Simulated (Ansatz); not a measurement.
```yaml
crystal:
  lattice:
    - [6.32953, 0.00082, 0.00005]
    - [0.00082, 6.32953, 0.00005]
    - [0.00003, 0.00003, 3.45000]
  atoms:
    - { symbol: Y, position: [0.00000, 0.99994, 0.00003] }
    - { symbol: Y, position: [0.50000, 0.49994, 0.50003] }
    - { symbol: Y, position: [0.99994, 0.50000, 0.25003] }
    - { symbol: Y, position: [0.49994, 0.00000, 0.75003] }
```

Space group I4₁/amd; set up as Y, beta-Sn type; a generated structure, not necessarily the stable one; changed on purpose from its base cell (volume × 1.0).

The calculation used Ansatz 0.2.0, DFT, RPBE, plane waves (420 eV) with PAW, scalar-relativistic.

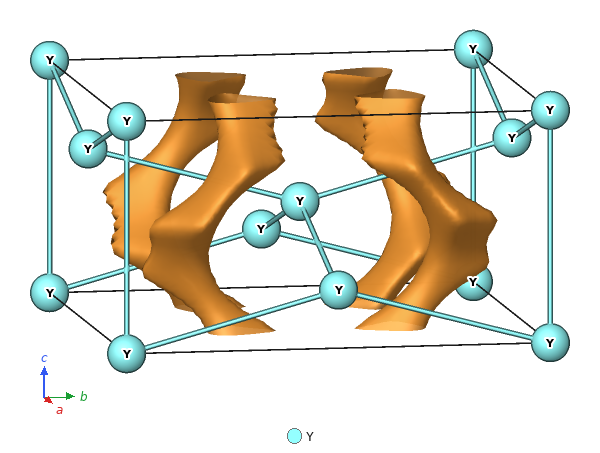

Y. Isosurface of the electron localisation function at 0.6 (orange), seen slightly off an axis. Core shells and regions of very low density are left out. Sticks mark near contacts.

**What do the ELF domains correspond to?**

At this value the surface marks out channels that run through the cell in one direction, counted in one cell of 4 atoms. Regions shared between cells count once. There are no localised bonds or lone pairs at this value.

Values along the shortest contacts:
Y–Y (3.28 Å): the ELF is about 0.10 at the midpoint: no localised pair shows between them. Y–Y (3.45 Å): the ELF is about 0.15 at the midpoint; no shared electron pair shows on this line.

**Metal or insulator at this level of theory?**

It is metallic or semimetallic at this level of theory: no gap opens.
